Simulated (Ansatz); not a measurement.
Ge

```
Ge
1.0
     2.82891   -2.82891    0.00000
     2.82891    2.82891    0.00000
     0.00000    0.00000    5.77098
Ge
4
Direct
  0.50000 0.00000 0.25000
  0.00000 0.50000 0.75000
  0.50000 0.50000 0.00000
  0.00000 0.00000 0.50000
```

Space group I4₁/amd; computed pressure about 2 GPa in this cell.

Level of theory: Ansatz 0.2.0, Kohn-Sham DFT of a periodic cell, PBE, Ansatz PAW.

The density is the valence pseudo-density of a PAW calculation; it isn't the true density close to the nuclei.

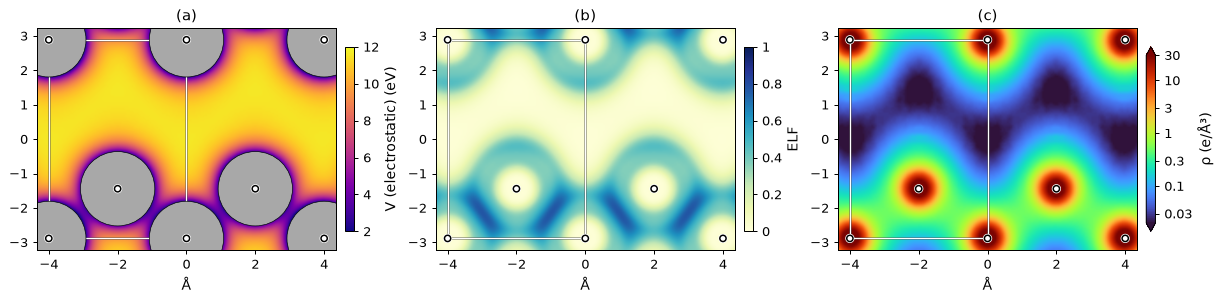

Figure 1. (a) electrostatic potential energy of an electron; (b) ELF; (c) valence pseudo-density on the (010) plane of the conventional cell. Circles mark the nuclei in the plane (Ge). Grey discs cover the atomic cores in the potential map.

Question: Read the bonding off the picture.

Answer: Atoms in the plane: Ge. Ge–Ge (2.47 Å): ρ at the midpoint is about 0.5 e/Å³; the ELF peaks at about 0.75 between the atoms. Between the atoms the lowest density in this plane is 0.02 e/Å³. Outside the cores the potential energy rises away from the atoms and is highest about 2.5 Å from the nearest atoms; its zero is arbitrary.

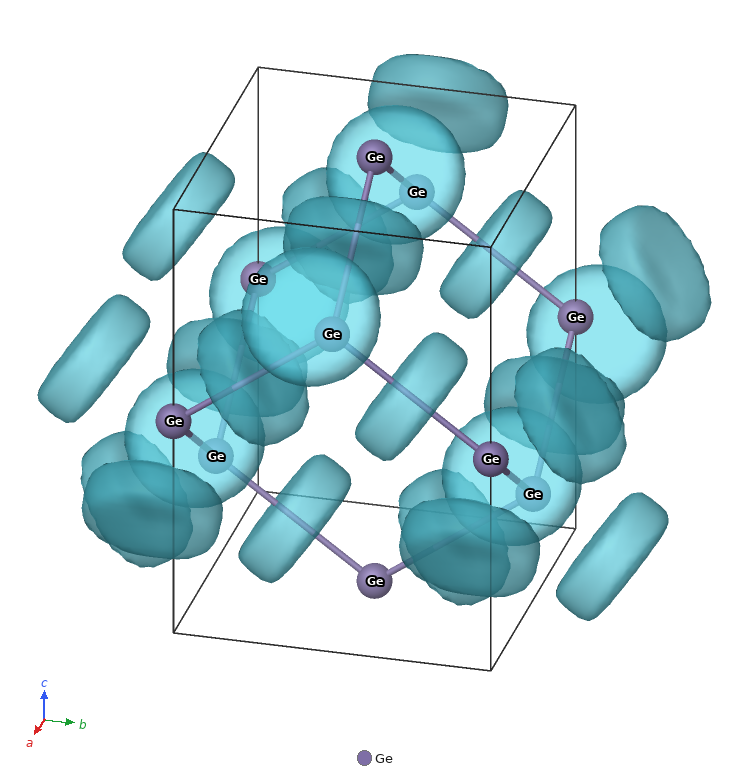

Figure 2. Isosurface of the ELF at 0.55 (cyan), seen at an oblique angle. Only the valence region is drawn (cores and ρ < 0.01 e/Å³ removed). Sticks mark near contacts.

Question: What do the ELF domains correspond to?

Answer: The ELF exceeds this value in eight regions between bonded Ge–Ge atoms, counted in one cell of 4 atoms. Any copies at cell faces, edges or corners count once.

Question: Metal or insulator at this level of theory?

Answer: It is gapless in this calculation (a metal or semimetal).
